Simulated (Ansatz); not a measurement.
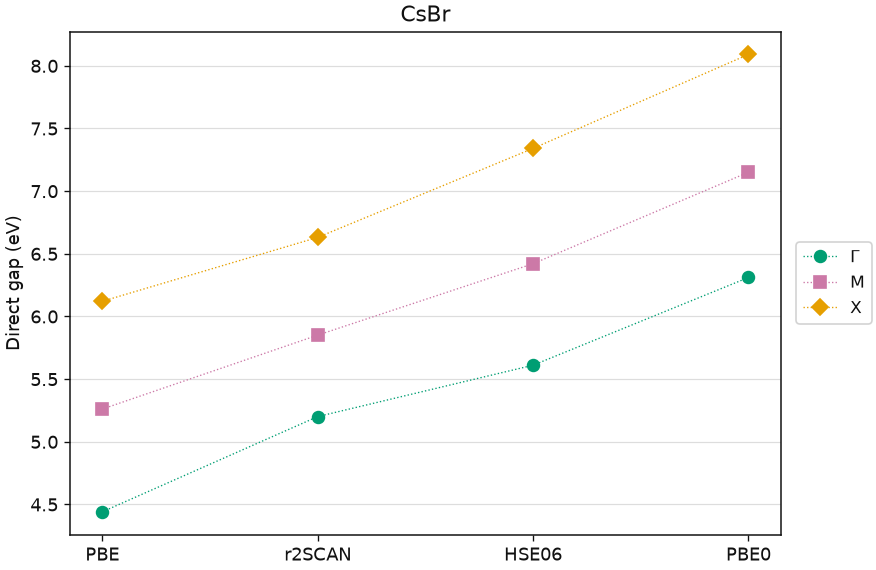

Direct gap at each named k point, by several methods on one cell of CsCl-type CsBr, space group Pm-3m (No. 221), 2 atoms in the cell, relaxed with r2SCAN; cubic a = 4.320 Å. All runs are without spin-orbit coupling and carry no moments.

| method | program | Γ (eV) | M (eV) | X (eV) |
| --- | --- | --- | --- | --- |
| PBE | Ansatz | 4.44 | 5.26 | 6.12 |
| r2SCAN | Ansatz | 5.20 | 5.85 | 6.63 |
| HSE06 | Ansatz | 5.61 | 6.42 | 7.34 |
| PBE0 | Ansatz | 6.31 | 7.15 | 8.09 |

Estimate the G0W0@PBE values. It was run as: PBE, Ansatz PAW set, 4×4×4 k mesh, 420 eV cutoff, fixed occupations (Ansatz 0.2.0), G0W0 with empty bands 240, screening cutoff 120 eV and frequency treatment contour deformation.

It starts from PBE, whose row gives 4.44 eV at Γ. G0W0@PBE gives 6.65 eV at Γ, 7.55 eV at M and 8.54 eV at X, which is +2.21 eV from PBE at Γ.

Does G0W0@PBE open these direct gaps by one amount over PBE?

The shifts are +2.21 eV at Γ, +2.29 eV at M and +2.42 eV at X: a spread of 0.21 eV on a mean of 2.31 eV, so one shift describes them only roughly.

How do the methods rank at Γ?

From low to high: PBE 4.44, r2SCAN 5.20, HSE06 5.61, PBE0 6.31, G0W0@PBE 6.65 eV.

Settings. PBE: Ansatz PAW set, 6×6×6 k mesh, 420 eV cutoff, Fermi-Dirac smearing of 0.02 eV (Ansatz 0.2.0). r2SCAN: Ansatz PAW set, 6×6×6 k mesh, 500 eV cutoff, fixed occupations (Ansatz). HSE06: Ansatz PAW set, 4×4×4 k mesh, 420 eV cutoff, fixed occupations (Ansatz). PBE0: Ansatz PAW set, 4×4×4 k mesh, 420 eV cutoff, fixed occupations (Ansatz 0.2.0).

These are five of the 11 methods that were run on this cell. Spin-orbit coupling is left out, which matters for Cs and Br. r2SCAN, HSE06 and PBE0: the PAW data sets were made with another functional. LDA, GGA and most meta-GGA functionals understate gaps. The GW values are at finite bands, cutoffs and mesh, short of the basis limit.
